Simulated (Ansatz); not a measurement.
**A series of single points on HfN**

System: HfN (Imm2, 2 atoms in the cell).
Method: DFT PBE, scalar-relativistic, plane waves, PAW, no spin polarisation (Ansatz 0.2.0).

The 6 runs differ only in the geometry, by a shift of atoms along one path in a fixed cell. The shift s is measured from run 4: Hf1 moves along the Cartesian direction (0.00, 0.00, 1.00). The structure derives from a Materials Project entry.

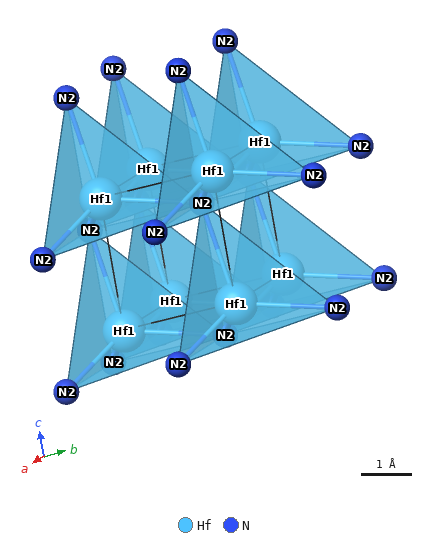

Figure 1. The structure of run 4 (polyhedral view of the cell of the calculation, seen slightly off an axis; polyhedra are completed across the faces of the cell; atoms are numbered from 1 in the order of the input).

## Input of run 4
```yaml
crystal:
  lattice:
    - [0.0, 2.454822, 2.454822]
    - [2.454822, 0.0, 2.454822]
    - [2.454822, 2.454822, 0.0]
  atoms:
    - { symbol: Hf, position: [0.0076380283, 0.0076380283, -0.0076380283] }
    - { symbol: "N", position: [0.75, 0.75, 0.75] }
basis:
  ecutwfc: 420
kpoints:
  mp_grid: { grid: [16, 16, 16] }
hamiltonian:
  xc: pbe
scf:
  occupations: { method: gaussian, width: 0.15 }
output:
  forces: true
  stress: true
  eigenvalues: true
```

Command:
```bash
ansatz run input.yaml --threads 1 --pin off --max-ram 2560MiB --backend cpu --events-out ev --progress --plain --runs-dir out
```

Lattice vectors (Å) and fractional positions of run 4:
```
   0.000000    2.454822    2.454822
   2.454822    0.000000    2.454822
   2.454822    2.454822    0.000000
Hf  0.007638  0.007638 -0.007638
N   0.750000  0.750000  0.750000
```

Run 2 differs from it as follows:
```diff
-    - { symbol: Hf, position: [0.0076380283, 0.0076380283, -0.0076380283] }
+    - { symbol: Hf, position: [-0.0101840378, -0.0101840378, 0.0101840378] }
```

## Results, with one run withheld

```csv
run,shift s of Hf1 (Å),"free energy per atom, from the lowest run given (meV)",pressure (GPa),force along the path (eV/Å)
1,−0.1375,28.65,1.73,1.168
2,−0.0875,?,?,?
3,−0.0250,0.00,0.74,−0.148
4,0.0000,3.66,0.87,−0.437
5,0.0250,10.92,1.12,−0.725
6,0.0500,21.81,1.49,−1.019
```

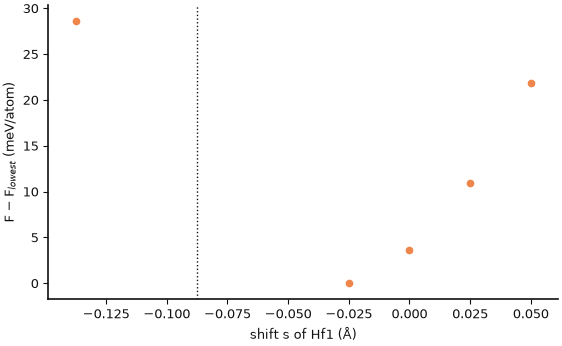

Figure 2. Free energy per atom of the runs given; the dotted line marks run 2.

Estimate the energy of run 2 from the others.

A cubic polynomial in the coordinate, fitted to the 5 runs given, misses them by at most 0.01 meV per atom. With x = s + 0.0175, it reads F = 0.71711 + 117.04 x + 2902.4 x² − 106.08 x³ (meV per atom). At run 2 it gives 6.78 meV per atom, and the run itself gives 6.84. The slope of the fit gives a force −dF/ds of 0.582 eV/Å along the path (summed over the atoms that move), and the printed forces give 0.580 eV/Å. The fit has its minimum at s = −0.0376 Å.

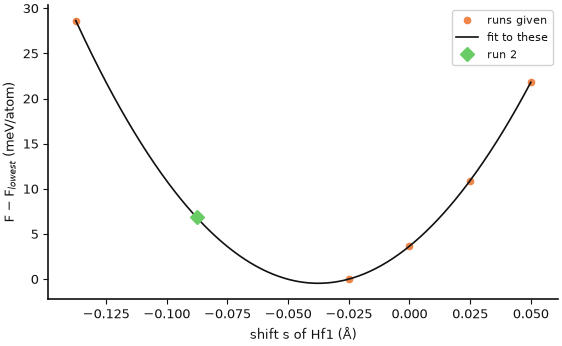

Figure 3. The fit and the withheld run.

## Output, shortened to warnings, some set-up lines, iterations and results (run 2)
```
Basis set: ecut = 420 eV, 561 PW (Γ), exchange–correlation on 48×48×48 points (8 copies of the dense FFT grid, shifted against one another)
Symmetry: 4 space group operations
k-points: 621 of 4096 (time reversal used)
Initial density: superposition of atomic densities (neutral atoms: chi_scale 0, normalization atom), corrected by the library's trained network
[...]
SCF iter   1: F=—  HF=-16108.183242 eV  |F-HF|=—  |Δ(HF+E_count)|=         —  Δρ=6.20e-3  dr2=1.11e-2  ethr=1.77e-3  ⟨swp⟩=4.2  Hψ=47794  notcnv=0
SCF iter   2: F=—  HF=-16108.181564 eV  |F-HF|=—  |Δ(HF+E_count)|=   1.68e-3  Δρ=2.15e-3  dr2=1.07e-3  ethr=3.59e-5  ⟨swp⟩=1.7  Hψ=17986  notcnv=0
SCF iter   3: F=—  HF=-16108.181862 eV  |F-HF|=—  |Δ(HF+E_count)|=   2.98e-4  Δρ=1.17e-3  dr2=3.98e-4  ethr=3.46e-6  ⟨swp⟩=2.1  Hψ=17333  notcnv=0
SCF iter   4: F=—  HF=-16108.182037 eV  |F-HF|=—  |Δ(HF+E_count)|=   1.75e-4  Δρ=5.75e-4  dr2=1.14e-4  ethr=1.28e-6  ⟨swp⟩=2.0  Hψ=21709  notcnv=0
SCF iter   5: F=—  HF=-16108.182042 eV  |F-HF|=—  |Δ(HF+E_count)|=   4.93e-6  Δρ=2.63e-4  dr2=1.86e-5  ethr=3.69e-7  ⟨swp⟩=2.1  Hψ=18912  notcnv=0
SCF iter   6: F=—  HF=-16108.182042 eV  |F-HF|=—  |Δ(HF+E_count)|=   8.52e-7  Δρ=4.73e-5  dr2=4.67e-7  ethr=6.00e-8  ⟨swp⟩=2.0  Hψ=15151  notcnv=0
SCF iter   7: F=—  HF=-16108.182042 eV  |F-HF|=—  |Δ(HF+E_count)|=   2.58e-7  Δρ=1.26e-5  dr2=3.19e-8  ethr=3.23e-10  ⟨swp⟩=6.9  Hψ=61609  notcnv=0
SCF iter   8: F=-16108.182042 eV  HF=-16108.182042 eV  |F-HF|=7.42e-10  |Δ(HF+E_count)|=   6.59e-8  Δρ=3.39e-6  dr2=3.73e-9  ethr=1.03e-10  ⟨swp⟩=4.9  Hψ=46117  notcnv=0
SCF 1 converged in 8 iterations: F = -16108.182042 eV  dr2 = 3.73e-9
SCF converged after 8 iterations
Free energy (F): -16108.182042 eV
Harris-Foulkes:  -16108.182042 eV  (|F-HF|=7.42e-10)
Internal energy: -16108.174518 eV  (E = F + TS)
E sigma→0 (E₀):  -16108.178280 eV
Entropy (-TS):   -0.007524 eV (-3.762 meV/atom)
Fermi energy:    17.867130 eV
--- Per-component energies (eV) ---
  E_band       = 4.963164
  E_kinetic    = 553.624142
  E_local      = -5648.428842  (includes V_loc(G=0)·N_el)
  E_nonlocal   = -1197.938293
  E_hartree    = 2618.355832
  E_xc         = -360.155086
  E_vxc        = -342.644691  (∫ρ·V_xc dr)
  E_paw        = -7054.997851  (= ΣΔE_a)
  E_vpaw       = 1403.640608  (= ΣTr[D̂ρ^β])
  E_aug_tail   = 0.000095  (compensation charges beyond the density's cutoff)
  E_ewald      = -5018.634513
  E_smearing   = -0.007524  (= −TS)
  E_closure    = -0.000000  (closes the sum)
  Σ components = -16108.182042   (vs F -16108.182042, Δ=0.00e0)
--- Forces (eV/Å), atoms counted from 1 ---
  atom   1  Hf    -0.00000000     0.00000000     0.58032279
  atom   2  N      0.00000000     0.00000000    -0.58029728
  max |Σ_I F_I| component: 2.55e-5 eV/Å
--- Stress (GPa, compression-positive) ---
        1.034782       2.774077      -0.000000
        2.774077       1.034782       0.000000
        0.000000       0.000000       0.866876
  P = ⅓ Tr σ = 0.9788 GPa (9.788 kbar)
```

Notes: Spin–orbit coupling is left out, which matters for Hf. The cell holds an odd number of electrons but the run has no spin polarisation, so it comes out as a metal.
